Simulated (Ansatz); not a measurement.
**Sn: 7 runs along one coordinate**

System: Sn (Immm, 1 atom in the cell).
Method: Kohn-Sham DFT of a periodic cell, PBEsol, all-electron LAPW, scalar-relativistic, no spin polarisation (Ansatz 0.2.0).

The 7 runs differ only in the geometry, by an even scaling of the cell at fixed fractional positions. The structure derives from a Materials Project entry.

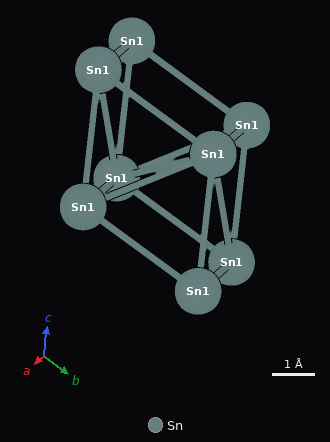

Figure 1. The structure of run 4 (ball-and-stick view of the cell of the calculation, seen slightly off an axis; atoms are numbered from 1 in the order of the input). An atom can appear more than once, as a periodic image.

### Input of run 4
```yaml
crystal:
  lattice:
    - [-1.726539, 1.775547, 2.338342]
    - [1.726539, -1.775547, 2.338342]
    - [1.726539, 1.775547, -2.338342]
  atoms:
    - { symbol: Sn, position: [0.0, 0.0, 0.0] }
kpoints:
  mp_grid: { grid: [11, 11, 11] }
scf:
  occupations: { method: fermi_dirac, width: 0.05 }
hamiltonian:
  xc: pbesol
  pseudopotentials: { kind: all_electron, lapw: { basis_error: 0.0005 } }
output:
  forces: true
  stress: true
  eigenvalues: true
```

Command:
```bash
ansatz run input.yaml --threads 1 --pin off --max-ram 3072MiB --backend cpu --events-out ev --progress --plain --runs-dir out
```

Run 2 differs from it as follows:
```diff
-    - [-1.726539, 1.775547, 2.338342]
-    - [1.726539, -1.775547, 2.338342]
-    - [1.726539, 1.775547, -2.338342]
+    - [-1.7032045314, 1.75155018, 2.3067389097]
+    - [1.7032045314, -1.75155018, 2.3067389097]
+    - [1.7032045314, 1.75155018, -2.3067389097]
```

### Results, with one run withheld

| run | volume per atom (Å³) | free energy per atom, from the lowest run given (meV) | pressure (GPa) |
| --- | --- | --- | --- |
| 1 | 26.953 | 0.00 | −0.79 |
| 2 | 27.526 | ? | ? |
| 3 | 28.100 | 13.04 | −2.78 |
| 4 | 28.673 | 24.49 | −3.60 |
| 5 | 29.247 | 38.72 | −4.33 |
| 6 | 29.820 | 55.40 | −4.97 |
| 7 | 30.394 | 74.25 | −5.54 |

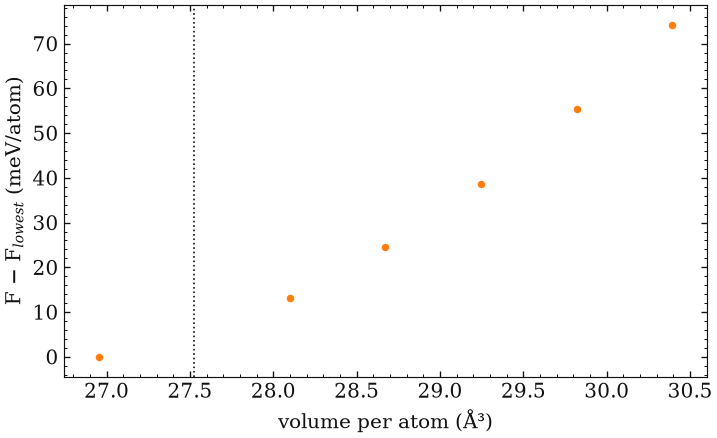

Figure 2. Free energy per atom of the runs given; the dotted line marks run 2.

Estimate the energy of run 2 from the others.

A cubic polynomial in V^(−2/3) (the Birch–Murnaghan form), fitted to the 6 runs given, misses them by at most 0.01 meV per atom. With x = V^(−2/3) − 0.10637 Å⁻², it reads F = 28.002 − 9655.6 x + 7.8776e+05 x² + 2.9212e+06 x³ (meV per atom). At run 2 it gives 4.73 meV per atom, and the run itself gives 4.74. The slope of the fit gives a pressure −dF/dV of −1.84 GPa there, and the run prints −1.84 GPa. The fit has no minimum inside this range.

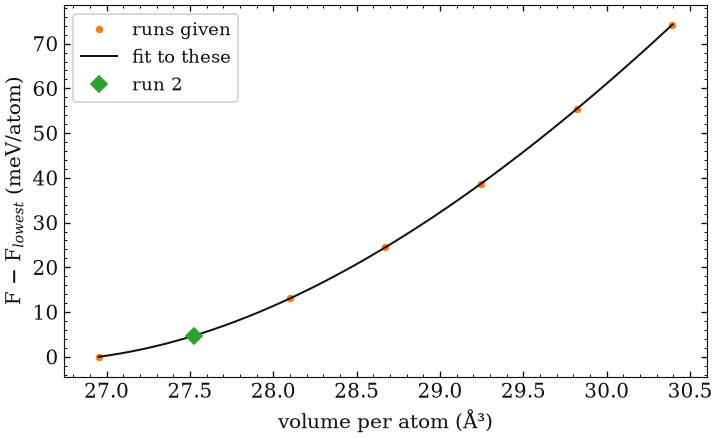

Figure 3. The fit and the withheld run.

### Output, shortened to warnings, some set-up lines, iterations and results (run 2)
```
Basis set: ecut = 174.34748587587154 eV, 157 PW (Γ), exchange–correlation at level 2
Symmetry: 8 space group operations
k-points: 216 of 1331
Initial density: superposition of atomic densities (chi_scale 0.1, normalization cell)
[...]
SCF iter   1: F=—  HF=-168015.017105 eV  |F-HF|=—  |Δ(HF+E_count)|=         —  Δρ=4.62e-3  dr2=4.21e-3  ethr=1.88e-5  ⟨swp⟩=3.8  Hψ=23779  notcnv=0
SCF iter   2: F=—  HF=-168015.003224 eV  |F-HF|=—  |Δ(HF+E_count)|=   1.39e-2  Δρ=2.77e-3  dr2=1.86e-3  ethr=1.88e-5  ⟨swp⟩=2.0  Hψ=9306  notcnv=0
SCF iter   3: F=—  HF=-168015.001958 eV  |F-HF|=—  |Δ(HF+E_count)|=   1.27e-3  Δρ=1.58e-3  dr2=7.23e-4  ethr=8.45e-6  ⟨swp⟩=2.0  Hψ=9305  notcnv=0
SCF iter   4: F=—  HF=-168015.001848 eV  |F-HF|=—  |Δ(HF+E_count)|=   1.11e-4  Δρ=7.75e-4  dr2=2.02e-4  ethr=3.28e-6  ⟨swp⟩=2.0  Hψ=9305  notcnv=0
SCF iter   5: F=—  HF=-168015.001871 eV  |F-HF|=—  |Δ(HF+E_count)|=   2.39e-5  Δρ=1.30e-4  dr2=5.66e-6  ethr=2.58e-8  ⟨swp⟩=2.0  Hψ=15802  notcnv=0
SCF iter   6: F=—  HF=-168015.001872 eV  |F-HF|=—  |Δ(HF+E_count)|=   6.61e-8  Δρ=3.56e-5  dr2=2.98e-7  ethr=2.57e-8  ⟨swp⟩=2.0  Hψ=9305  notcnv=0
SCF iter   7: F=-168015.001872 eV  HF=-168015.001872 eV  |F-HF|=3.20e-10  |Δ(HF+E_count)|=   4.39e-8  Δρ=8.35e-6  dr2=2.61e-8  ethr=1.35e-9  ⟨swp⟩=2.0  Hψ=9305  notcnv=0
SCF 1 converged in 7 iterations: F = -168015.001872 eV  dr2 = 2.61e-8
SCF converged after 7 iterations
Free energy (F): -168015.001872 eV
Harris-Foulkes:  -168015.001872 eV  (|F-HF|=3.20e-10)
Internal energy: -168014.998141 eV  (E = F + TS)
E sigma→0 (E₀):  -168015.000007 eV
Entropy (-TS):   -0.003730 eV (-3.730 meV/atom)
Fermi energy:    13.452800 eV
--- Per-component energies (eV) ---
  E_band       = -705.167333
  E_kinetic    = 176690.466565
  E_xc         = -4421.945407
  E_electrostatic = -340283.519299  (all electrons and nuclei)
  E_smearing   = -0.003730  (= −TS)
  E_closure    = 0.000000  (closes the sum)
  E_atoms      = -168010.797820  (free atoms, spherical and without spin; not in F)
  Σ components = -168015.001872   (vs F -168015.001872, Δ=0.00e0)
  Basis errors (estimates in eV, not in F): energy 1.1e-4 per atom: plane waves 1.0e-4 (5.3e-5 summed), levels above the bands 3.5e-90, relativity 5.8e-9, radial functions 2.4e-6, core shells 9.5e-11; eigenvalues (radial functions only) 9.7e-6; not estimated: angular momenta, meshes, grids; target …
--- Forces (eV/Å), atoms counted from 1 ---
  atom   1  Sn     0.00000000     0.00000000    -0.00000000
  max |Σ_I F_I| component: 4.93e-32 eV/Å
--- Stress (GPa, compression-positive) ---
       -1.125797       0.000000       0.000000
        0.000000      -2.880116       0.000000
        0.000000       0.000000      -1.518025
  P = ⅓ Tr σ = -1.8413 GPa (-18.413 kbar)
```
